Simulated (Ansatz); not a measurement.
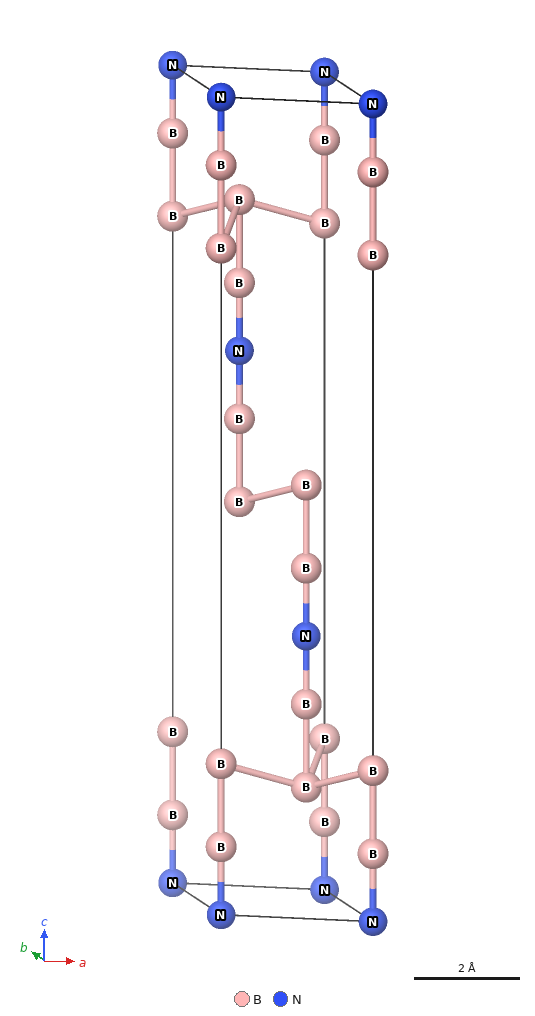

The image is a ball-and-stick drawing of a crystal, viewed slightly off an axis. Thin lines show the conventional unit cell, with boundary atoms drawn in all their periodic places. Cell: a = 2.96 Å, b = 2.96 Å, c = 15.95 Å, α = 90.00°, β = 90.00°, γ = 120.00°.

Its origin is a structure type filled with these elements by a generator (whether the compound takes this form wasn't checked). Earlier steps of the study may have refined or changed the cell and positions. It was the input of a calculation with Ansatz.

Caption:

Chemical formula B$_{4}$N. Space group: R-3m (No. 166). Lattice: rhombohedral (trigonal R). Cell content: 12 B, 3 N, that is 3 formula units. Taking every contact within bonding distance, one finds B 2 to 4 (mean 3.0) and N 2.

The calculation used DFT PBE, scalar-relativistic, plane waves, PAW in Ansatz, with an energy cutoff of 420 eV, k-points about 0.21 Å⁻¹ apart, Gaussian smearing of 0.1 eV, no spin polarisation.

Metal or not?

A metal: bands cross the Fermi level.

What net charge does each kind of atom have (Bader)?

B +0.01 to +0.98 e; N -1.97 e.

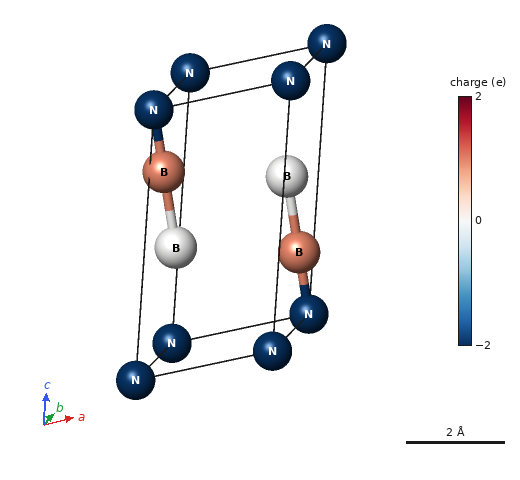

The atoms coloured by those charges. The run's cell of 5 atoms is drawn in a reduced setting, so axes and origin can differ from the first picture.

Is this the optimised geometry for these settings?

Yes. All forces vanish to within 0.01 eV/Å. The pressure is 0.0 GPa, close to zero.
